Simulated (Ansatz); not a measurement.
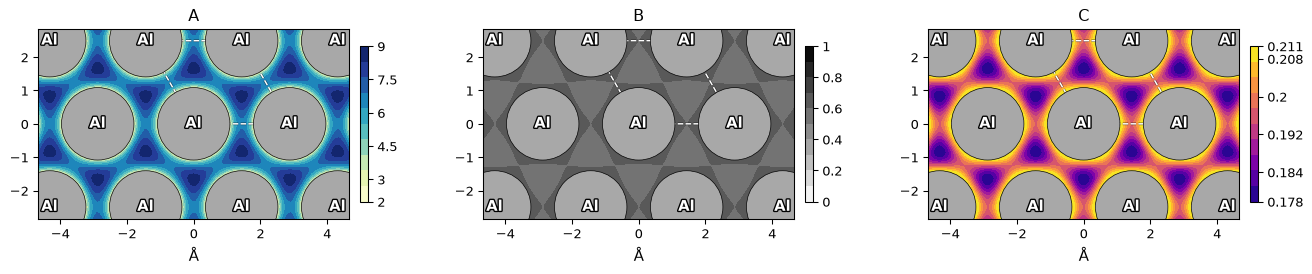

Al: 3 fields on the (001) plane of the conventional cell, with unlabelled colour scales. Grey discs cover the atomic cores.

Space group R-3m; changed on purpose from its base cell (equal xy, yz and zx shear strains of -1 %, PAW files); computed pressure about −2 GPa in this cell; computed without spin polarisation.

All numbers below come from Ansatz 0.2.0, DFT, PBEsol, PAW with Ansatz's default frozen-core files, scalar-relativistic.

```yaml
crystal:
  lattice:
    - [2.03410, 0.00000, -2.03410]
    - [-2.03410, 2.03410, 0.00000]
    - [4.00748, 4.00748, 4.00748]
  atoms:
    - { symbol: Al, position: [0.00000, 0.00000, 0.00000] }
    - { symbol: Al, position: [0.66667, 0.33333, 0.33333] }
    - { symbol: Al, position: [0.33333, 0.66667, 0.66667] }
```

The panels show electron localisation function, electrostatic potential energy of an electron and valence pseudo-density in some order. Assign them.

Answer. Panel A: electrostatic potential energy of an electron (low next to the atoms, rising into the space between them). Panel B: electron localisation function. Panel C: valence pseudo-density. From the grid: Al–Al (2.88 Å): the density is about 0.2 e/Å³ at the midpoint; the ELF peaks at about 0.65 between the atoms.
